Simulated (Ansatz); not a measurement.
Read the following structure.

```
CELL_PARAMETERS angstrom
2.37817 0.00000 0.00000
-1.18909 2.05956 0.00000
0.00000 0.00000 7.49258
ATOMIC_POSITIONS crystal
C 0.66667 0.33333 0.16836
C 0.66667 0.33333 0.49831
C 0.33333 0.66667 0.50169
C 0.33333 0.66667 0.83164
C 0.00000 0.00000 0.83502
C 0.00000 0.00000 0.16498
```

### Give a crystallographic description of this input.

The element is carbon. Its lattice is rhombohedral (trigonal R), its space group R-3m (No. 166). The cell holds six atoms. The neighbours of C are three C in a trigonal planar arrangement at 1.37 Å. The bonds build C layers parallel to (001).

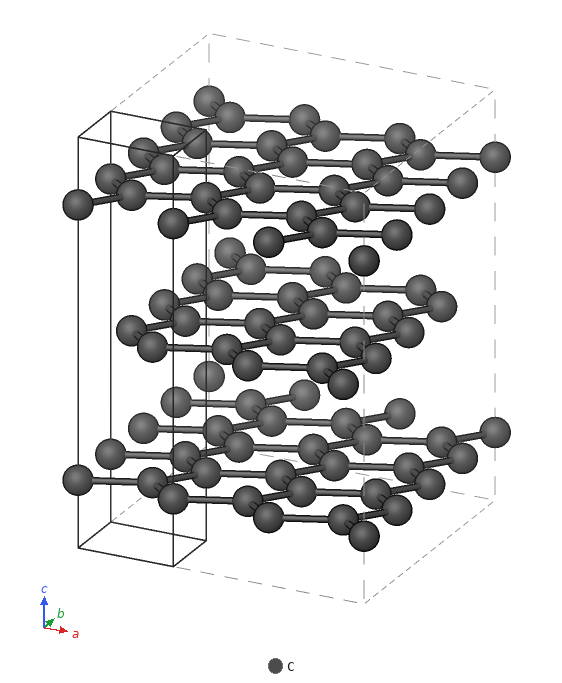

Drawn in the ball-and-stick manner and seen slightly off an axis. The structure is repeated 3×4×1 times; solid lines mark one conventional unit cell.

The structure was taken from a structure listed in the Materials Project. It was relaxed with DFT r2SCAN, scalar-relativistic, plane waves, PAW (Ansatz) under a constraint or pressure on the cell, so some stress remains.

At this level of theory the cell isn't at rest (compressed, at 60 GPa), so its distances can differ from those at equilibrium, the more so the softer the solid.
